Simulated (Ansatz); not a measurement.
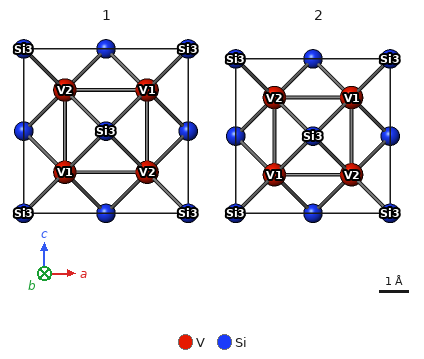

Two geometries of solid V2Si (a generated structure, set up in Fm-3m) (coarse preliminary run), drawn at one scale. One is the start of a relaxation, the other its converged end. The picture is a ball-and-stick view of the conventional cell (4 times the calculation's cell), seen along the b axis. Lengths and directions refer to the drawn axes.

These are results of Ansatz, DFT PBE, scalar-relativistic, plane waves, PAW, not measurements. Settings: plane-wave cutoff 420 eV; k-point mesh 6 × 6 × 6; occupations gaussian; smearing width 0.1 eV; collinear spin; cell and atoms relaxed; force threshold 0.04 eV/Å; at most 70 steps.

Question: Which of the two is the end point?

Answer: Structure 1 is the relaxed one. The atoms keep their places relative to the cell (all moves are under 0.005 Å). Cell: a = b = c 5.337 → 5.683 Å (+6.5 %). Volume +20.7 %. Among the contacts that change: V1–V2 2.669 → 2.841 Å, V1–Si3 2.311 → 2.461 Å. The space group stays Fm-3m (No. 225). The energy falls by 293 meV per atom in 3 accepted moves (4 points after the start). All forces vanish by symmetry, so only the cell relaxes. The pressure goes from 41.41 to 0.30 GPa. At 1 point the geometry stayed and the basis and grid were re-selected for the new cell (energy shift of 3.4 meV per atom at most each time). The program noted that the starting moments weren't kept. Cost: 7 s on 1 thread of INTEL(R) XEON(R) PLATINUM 8581C CPU @ 2.30GHz (Emerald Rapids), on a shared host, peak memory 0.38 GiB.
